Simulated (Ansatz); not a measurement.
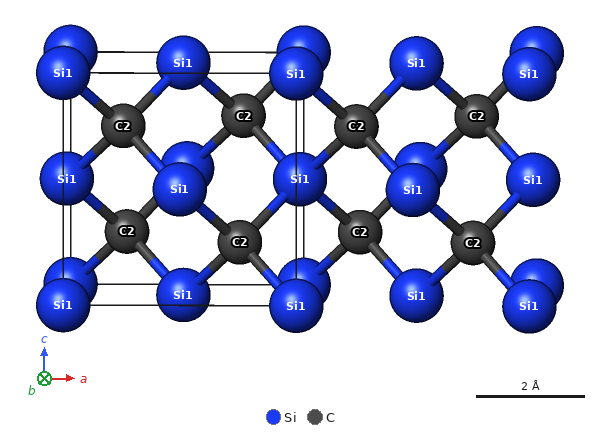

The starting point is a crystal of SiC (built on the zincblende type) at its r2SCAN-relaxed geometry. The picture is a ball-and-stick view of the conventional cell (4 times the calculation's cell), repeated 2 × 1 × 1 with one cell outlined, seen from a free direction. Lengths and directions refer to the drawn axes.

Computed with DFT, PBE, plane waves, PAW in Ansatz 0.2.0. Settings: plane-wave cutoff 420 eV; k-point mesh 10 × 10 × 10; occupations fermi dirac; smearing width 0.02 eV; no spin polarisation.

Change: The cell is strained by +1.9 % along b and −3.0 % across it (volume −4.1 %). The atoms and the free axis were relaxed with r2SCAN under that strain, and this is a single point on that geometry.

Input
```yaml
crystal:
  lattice:
    - [0.0, 2.1127107805, 2.2192378392]
    - [2.1127107805, 0.0, 2.2192378392]
    - [2.1127107805, 2.1127107805, 0.0]
  atoms:
    - { symbol: Si, position: [0.0, 0.0, 0.0] }
    - { symbol: C, position: [0.25, 0.25, 0.25] }
kpoints:
  mp_grid: { grid: [10, 10, 10] }
  band_path:
    path:
      - [0.0, 0.0, 0.0]
      - [-0.5, -0.5, 0.0]
      - [-0.375, -0.375, 0.25]
      - [-0.375, 0.0, 0.375]
      - [0.0, 0.0, 0.5]
      - [-0.5, -0.25, 0.25]
      - [0.054688, 0.054688, 0.109375]
      - [0.0, 0.5, 0.5]
    npoints: 1
hamiltonian:
  xc: pbe
scf:
  occupations: { method: fermi_dirac, width: 0.02 }
  n_extra_bands: 4
output:
  forces: true
  stress: true
  eigenvalues: true
```

Run as
```bash
ansatz run input.yaml --threads 2 --pin off --max-ram 20275MiB --backend cpu --events-out ev --progress --plain --runs-dir out
```

Question: What is the effect?

Answer: Near-neighbour distances before and after: C–Si 1.886 → 1.861 Å. The space group (tolerance 0.01 Å) goes from F-43m (No. 216) to I-4m2 (No. 119). Energy change: +36.6 meV per atom. Pressure: 3.6 GPa before, 13.7 GPa after. The principal stresses (compression positive) are 4.3 GPa along b and 18.4 GPa across it. All forces vanish by symmetry.

The changed structure in the same view:

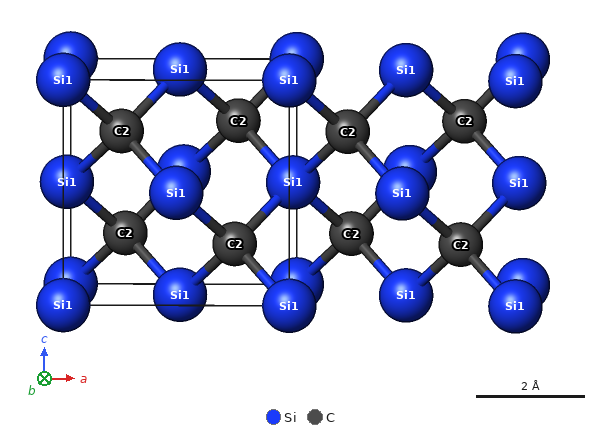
